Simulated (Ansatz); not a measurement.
# Nickel, fcc under PBE: how the k-point mesh moves the result, part 2 of 2

A convergence test of the k-point mesh. The geometry was relaxed under PBE beforehand and stays fixed; 8 values are run, from 2×2×2 to 22×22×22. Wanted are the values from which on the energy stays within 10 and 1 meV/atom, and the pressure within 0.5 GPa, of the last run. Within the series other settings stay, but some runs also write fields, which adds to their time. Spin polarisation is left out.

Ansatz 0.2.0; DFT PBE, plane waves with PAW, scalar-relativistic.

### Step 8. Run at 16×16×16

The run at 16×16×16.

The input, input.yaml:

```yaml
crystal:
  lattice:
    - [0.0, 1.757246668, 1.757246668]
    - [1.757246668, 0.0, 1.757246668]
    - [1.757246668, 1.757246668, 0.0]
  atoms:
    - { symbol: Ni, position: [0.0, 0.0, 0.0] }
hamiltonian:
  xc: pbe
  pseudopotentials:
    kind: paw
    azcp:
      Ni: "pseudopotentials/Ni.paw.azcp"
basis:
  ecutwfc: 420
  fft_grid_basis: typed
kpoints:
  mp_grid: { grid: [16, 16, 16], shift: [0, 0, 0] }
magnetization:
  spin_polarized: false
scf:
  occupations: { method: fermi_dirac, width: 0.1 }
  lower_state_search: "off"
output:
  stress: true
```

On the command line:

```sh
ansatz run input.yaml --threads 1 --pin off --max-ram 3584MiB --backend cpu --events-out ev --progress --plain --runs-dir out
```

Output:

```text
Engine: ansatz 0.2.0, x86_64-unknown-linux-gnu
Pseudopotentials: kind: paw
Pseudopotential: Ni, paw, valence charge 18, recommended cutoff 420 eV (normal), <dir>
Functional definition: PBE
  parameter kappa = 0.804
  parameter beta = 0.06672455060314922
  exchange = pbe_x(kappa = kappa, mu = beta*pi^2/3)
  correlation = pbe_c(beta = beta)
Crystal: 1 atoms, lattice volume = 10.852 Å³
Basis set: ecut = 420 eV, 181 PW (Γ)
Bands: 13, of which v1, the nominal top of the filled ones, is band 9 counted from 1 (8 counted from 0)
Symmetry: 48 space group operations
Space group: Fm-3m (ITA 225), of the structure as read, at distance tolerance 2.2e-5 Å
k-points: 145 of 4096
Non-local potential: Ni, projectors of the file, l = 0: 3, l = 1: 2, l = 2: 3, l = 3: 1
PAW form: soft (Blöchl's): semilocal exchange-correlation on the pseudo side does not see the compensation charge
PAW one-centre angular grid: Ni, 590 points (default); XC on 64 Gauss nodes
Initial density: superposition of atomic densities (neutral atoms: chi_scale 0, normalization atom), corrected by the library's trained network
Initial wavefunctions: pseudopotential atomic-orbital guess
Functional: x = pbe(κ = 0.804, μ = 0.2195149727645171), c = pbe(β = 0.06672455060314922)
SCF iter   1: F=—  HF=-5839.712015 eV  |F-HF|=—  |Δ(HF+E_count)|=         —  Δρ=1.46e-3  dr2=7.80e-5  ethr=1.77e-3  ⟨swp⟩=5.2  Hψ=9987  notcnv=0
preconditioner: auto → none  [metal: Δε(μ)=0.006 eV  Ē_g=14.402 eV  σ=0.100 eV  W_gap=0.01  n_scr=0 (ndim 8)  ℏωp=35.6 eV  f_vac=0.000  D(μ)=2.94/eV (n_scr^D=58)]
SCF iter   2: F=—  HF=-5839.711988 eV  |F-HF|=—  |Δ(HF+E_count)|=   2.69e-5  Δρ=9.79e-4  dr2=4.59e-5  ethr=4.33e-7  ⟨swp⟩=2.1  Hψ=3917  notcnv=0
SCF iter   3: F=—  HF=-5839.712026 eV  |F-HF|=—  |Δ(HF+E_count)|=   3.81e-5  Δρ=1.30e-3  dr2=9.72e-5  ethr=2.55e-7  ⟨swp⟩=2.2  Hψ=2846  notcnv=0
SCF iter   4: F=—  HF=-5839.712012 eV  |F-HF|=—  |Δ(HF+E_count)|=   1.47e-5  Δρ=6.79e-4  dr2=2.66e-5  ethr=2.55e-7  ⟨swp⟩=1.2  Hψ=2001  notcnv=0
SCF iter   5: F=—  HF=-5839.712006 eV  |F-HF|=—  |Δ(HF+E_count)|=   5.19e-6  Δρ=1.91e-4  dr2=2.12e-6  ethr=1.48e-7  ⟨swp⟩=1.5  Hψ=2163  notcnv=0
SCF iter   6: F=—  HF=-5839.712006 eV  |F-HF|=—  |Δ(HF+E_count)|=   3.87e-7  Δρ=5.43e-5  dr2=1.78e-7  ethr=1.18e-8  ⟨swp⟩=1.6  Hψ=2317  notcnv=0
SCF iter   7: F=-5839.712006 eV  HF=-5839.712006 eV  |F-HF|=1.79e-8  |Δ(HF+E_count)|=   2.77e-8  Δρ=1.75e-5  dr2=1.83e-8  ethr=5.56e-10  ⟨swp⟩=4.0  Hψ=6244  notcnv=0
SCF 1 converged in 7 iterations: F = -5839.712006 eV  dr2 = 1.83e-8
SCF converged after 7 iterations
Free energy (F): -5839.712006 eV
Harris-Foulkes:  -5839.712006 eV  (|F-HF|=1.79e-8)
Internal energy: -5839.621802 eV  (E = F + TS)
E sigma→0 (E₀):  -5839.666904 eV
Entropy (-TS):   -0.090204 eV (-90.204 meV/atom)
Fermi energy:    18.070582 eV
--- Per-component energies (eV) ---
  E_band       = -282.812024
  E_kinetic    = 282.336070
  E_local      = -3433.724480  (includes V_loc(G=0)·N_el)
  E_nonlocal   = 635.773530
  E_hartree    = 1433.783184
  E_xc         = -84.807718
  E_vxc        = -109.361534  (∫ρ·V_xc dr)
  E_paw        = -1629.783868  (= ΣΔE_a)
  E_vpaw       = -525.392184  (= ΣTr[D̂ρ^β])
  E_aug_tail   = 0.000572  (compensation charges beyond the density's cutoff)
  E_ewald      = -3043.199091
  E_smearing   = -0.090204  (= −TS)
  E_closure    = 0.000000  (closes the sum)
  Σ components = -5839.712006   (vs F -5839.712006, Δ=0.00e0)
--- Stress (GPa, compression-positive) ---
        0.127937       0.000000       0.000000
        0.000000       0.127937       0.000000
       -0.000000      -0.000000       0.127937
  P = ⅓ Tr σ = 0.1279 GPa (1.279 kbar)
```

Run time: 2.4 s. Hardware: 1 thread of Intel Xeon Platinum 8259CL at 2.50GHz (Skylake/Cascade Lake), shared host; peak memory 0.46 GiB.

### Step 9. Run at 22×22×22

The run at 22×22×22.

Changes to input.yaml since step 8:

```diff
@@ -17,3 +17,3 @@
 kpoints:
-  mp_grid: { grid: [16, 16, 16], shift: [0, 0, 0] }
+  mp_grid: { grid: [22, 22, 22], shift: [0, 0, 0] }
 magnetization:
```

On the command line:

```sh
ansatz run input.yaml --threads 1 --pin off --max-ram 3584MiB --backend cpu --events-out ev --progress --plain --runs-dir out
```

Output:

```text
[... 8 set-up lines as earlier in the session ...]
Crystal: 1 atoms, lattice volume = 10.852 Å³
Basis set: ecut = 420 eV, 181 PW (Γ)
Bands: 13, of which v1, the nominal top of the filled ones, is band 9 counted from 1 (8 counted from 0)
[... 2 set-up lines as earlier in the session ...]
k-points: 328 of 10648
[... 6 set-up lines as earlier in the session ...]
SCF iter   1: F=—  HF=-5839.713155 eV  |F-HF|=—  |Δ(HF+E_count)|=         —  Δρ=1.33e-3  dr2=5.00e-5  ethr=1.77e-3  ⟨swp⟩=5.2  Hψ=22660  notcnv=0
preconditioner: auto → none  [metal: Δε(μ)=0.005 eV  Ē_g=14.421 eV  σ=0.100 eV  W_gap=0.01  n_scr=0 (ndim 8)  ℏωp=35.6 eV  f_vac=0.000  D(μ)=2.83/eV (n_scr^D=58)]
SCF iter   2: F=—  HF=-5839.713138 eV  |F-HF|=—  |Δ(HF+E_count)|=   1.70e-5  Δρ=9.05e-4  dr2=3.60e-5  ethr=2.78e-7  ⟨swp⟩=2.1  Hψ=8819  notcnv=0
SCF iter   3: F=—  HF=-5839.713169 eV  |F-HF|=—  |Δ(HF+E_count)|=   3.17e-5  Δρ=9.90e-4  dr2=5.62e-5  ethr=2.00e-7  ⟨swp⟩=2.1  Hψ=6133  notcnv=0
SCF iter   4: F=—  HF=-5839.713158 eV  |F-HF|=—  |Δ(HF+E_count)|=   1.14e-5  Δρ=2.93e-4  dr2=4.94e-6  ethr=2.00e-7  ⟨swp⟩=2.4  Hψ=5861  notcnv=0
iter 5 did not close the SCF: its close was put off for the readings that it lacked (scf_convergence_deferred on its scf_iter line)
SCF iter   5: F=-5839.713157 eV  HF=-5839.713157 eV  |F-HF|=1.13e-9  |Δ(HF+E_count)|=   1.06e-6  Δρ=1.30e-5  dr2=4.78e-9  ethr=2.74e-8  ⟨swp⟩=2.4  Hψ=5883  notcnv=0
SCF iter   6: F=-5839.713157 eV  HF=-5839.713157 eV  |F-HF|=1.67e-9  |Δ(HF+E_count)|=   6.00e-9  Δρ=6.80e-6  dr2=1.99e-9  ethr=2.66e-11  ⟨swp⟩=2.1  Hψ=14608  notcnv=0
SCF 1 converged in 6 iterations: F = -5839.713157 eV  dr2 = 1.99e-9
SCF converged after 6 iterations
Free energy (F): -5839.713157 eV
Harris-Foulkes:  -5839.713157 eV  (|F-HF|=1.67e-9)
Internal energy: -5839.625355 eV  (E = F + TS)
E sigma→0 (E₀):  -5839.669256 eV
Entropy (-TS):   -0.087802 eV (-87.802 meV/atom)
Fermi energy:    18.073243 eV
--- Per-component energies (eV) ---
  E_band       = -282.775879
  E_kinetic    = 282.349197
  E_local      = -3433.783532  (includes V_loc(G=0)·N_el)
  E_nonlocal   = 635.791156
  E_hartree    = 1433.829461
  E_xc         = -84.807179
  E_vxc        = -109.360772  (∫ρ·V_xc dr)
  E_paw        = -1629.805938  (= ΣΔE_a)
  E_vpaw       = -525.434719  (= ΣTr[D̂ρ^β])
  E_aug_tail   = 0.000573  (compensation charges beyond the density's cutoff)
  E_ewald      = -3043.199091
  E_smearing   = -0.087802  (= −TS)
  E_closure    = 0.000000  (closes the sum)
  Σ components = -5839.713157   (vs F -5839.713157, Δ=0.00e0)
--- Stress (GPa, compression-positive) ---
        0.069471       0.000000      -0.000000
        0.000000       0.069471       0.000000
        0.000000       0.000000       0.069471
  P = ⅓ Tr σ = 0.0695 GPa (0.695 kbar)
```

Wall time 4 s (1 thread of Intel Xeon Platinum 8259CL at 2.50GHz (Skylake/Cascade Lake), shared host); peak memory 0.5 GiB.

### Step 10. The series

Energies count from the run at 22×22×22.

```tsv
k-mesh	k-points	E(σ → 0) (meV/atom)	P (GPa)	SCF cycles	CPU time
2×2×2	3	2605.27	35.25	7	0.51 s
4×4×4	8	-58.38	-2.45	6	0.65 s
5×5×5	10	103.20	2.64	6	0.5 s
7×7×7	20	-9.06	-0.13	6	0.67 s
9×9×9	35	-12.68	-0.29	6	0.78 s
12×12×12	72	-5.07	-0.08	6	1.1 s
16×16×16	145	2.35	0.13	7	2.4 s
22×22×22	328	0.00	0.07	6	4 s
```

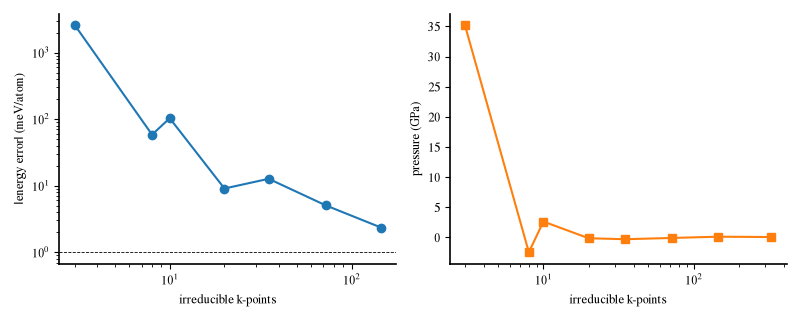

Energy and pressure against the k-point mesh; the dashed line marks 1 meV/atom.

### Step 11. What came out

The summary covers parts 1 to 2.

| quantity | value |
| --- | --- |
| E(σ → 0) stays within 10 meV/atom of 22×22×22 | from 12×12×12 on |
| E(σ → 0) stays within 1 meV/atom | not reached before 22×22×22 |
| pressure stays within 0.5 GPa | from 7×7×7 on |
| pressure at 22×22×22 | 0.07 GPa |
| CPU time, dearest over cheapest | 8 |
| energy of a separate run on a finer mesh (25×25×25) | 0.0 meV/atom from 22×22×22 |

**Reading.** The far end, 2×2×2, lies +2605 meV/atom and +35.2 GPa from the yardstick. The error changes sign along the series: k-point sums are not variational. The energy has not settled to 1 meV/atom before the last mesh. Metals converge slowly, as the Fermi surface must be resolved. A run on a finer mesh agrees with the yardstick to 1 meV/atom.

Real Ni is ferromagnetic; without spin these runs don't describe its ground state.
